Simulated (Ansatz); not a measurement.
# BP (interface cell): what the fields show

```cif
data_structure
_symmetry_space_group_name_H-M 'P 1'
_symmetry_Int_Tables_number 1
_cell_length_a 3.2161
_cell_length_b 3.2161
_cell_length_c 31.5224
_cell_angle_alpha 90.000
_cell_angle_beta 90.000
_cell_angle_gamma 120.000
_cell_volume 282.37
loop_
_atom_site_label
_atom_site_type_symbol
_atom_site_fract_x
_atom_site_fract_y
_atom_site_fract_z
_atom_site_occupancy
P1 P 0.66667 0.33333 0.05037 1
B1 B 0.33333 0.66667 0.02769 1
B2 B 0.66667 0.33333 0.11263 1
P2 P 0.00000 0.00000 0.13344 1
B3 B 0.00000 0.00000 0.19603 1
P3 P 0.66667 0.33333 0.29984 1
P4 P 0.33333 0.66667 0.21665 1
B4 B 0.33333 0.66667 0.27928 1
B5 B 0.66667 0.33333 0.36250 1
P5 P 0.00000 0.00000 0.38278 1
B6 B 0.00000 0.00000 0.44554 1
P6 P 0.33333 0.66667 0.46455 1
P7 P 0.66667 0.33333 0.94963 1
B7 B 0.33333 0.66667 0.97231 1
B8 B 0.66667 0.33333 0.88737 1
P8 P 0.00000 0.00000 0.86656 1
B9 B 0.00000 0.00000 0.80397 1
P9 P 0.66667 0.33333 0.70016 1
P10 P 0.33333 0.66667 0.78335 1
B10 B 0.33333 0.66667 0.72072 1
B11 B 0.66667 0.33333 0.63750 1
P11 P 0.00000 0.00000 0.61722 1
B12 B 0.00000 0.00000 0.55446 1
P12 P 0.33333 0.66667 0.53545 1
```

Level of theory: Ansatz, DFT PBE, scalar-relativistic, plane waves, PAW.

In a PAW calculation such maps are meaningful between the atoms, not at the nuclei.

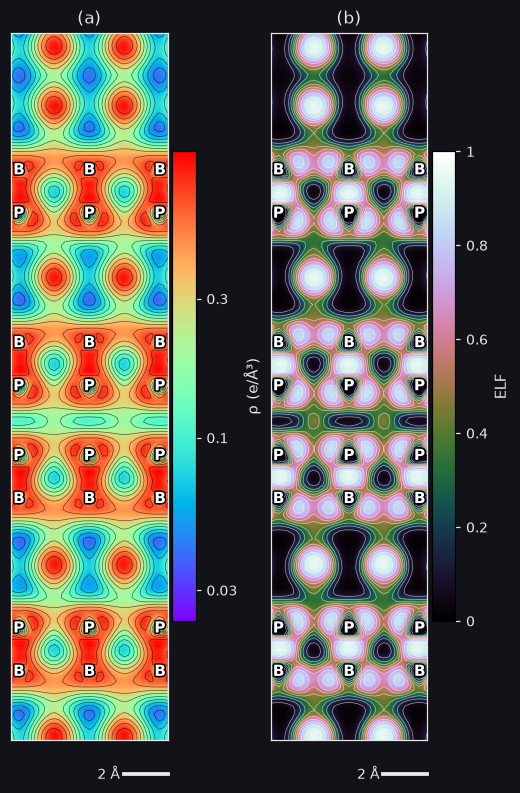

Figure 1. (a) valence electron density; (b) electron localisation function on the (100) plane of the calculation cell.

Q: What do the fields say about this system?

A: The plane passes through P and B nuclei. Atoms just off the plane (B, 0.9 Å away and P, 0.9 Å away) can leave unmarked features too. B–P (1.96 Å): ρ is about 0.9 e/Å³ halfway; the ELF peaks at about 0.95 between the atoms. Between the atoms the lowest density in this plane is 0.04 e/Å³.

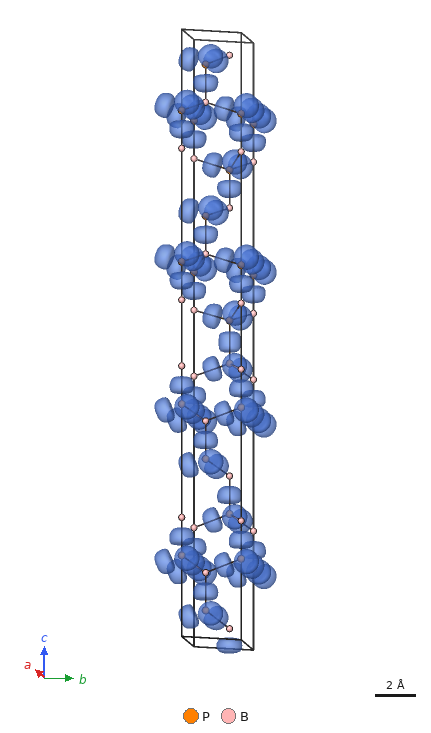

Figure 2. Isosurface of the ELF at 0.75 (blue), seen at an oblique angle. Only the valence region is drawn (cores and ρ < 0.01 e/Å³ removed). Sticks mark near contacts.

Q: Describe the localisation domains.

A: At this value the surface marks out one region between bonded B–B atoms, 46 regions between bonded B–P atoms and one region between bonded P–P atoms, counted in one cell of 24 atoms. Any copies at cell faces, edges or corners count once. Profiles from the grid: B–B (1.75 Å): the ELF peaks at about 0.95 between the atoms. B–P (1.95 Å): the ELF peaks at about 0.95 between the atoms.

Q: Does the calculation make it a metal, or give it a gap?

A: It is gapless in this calculation (a metal or semimetal).
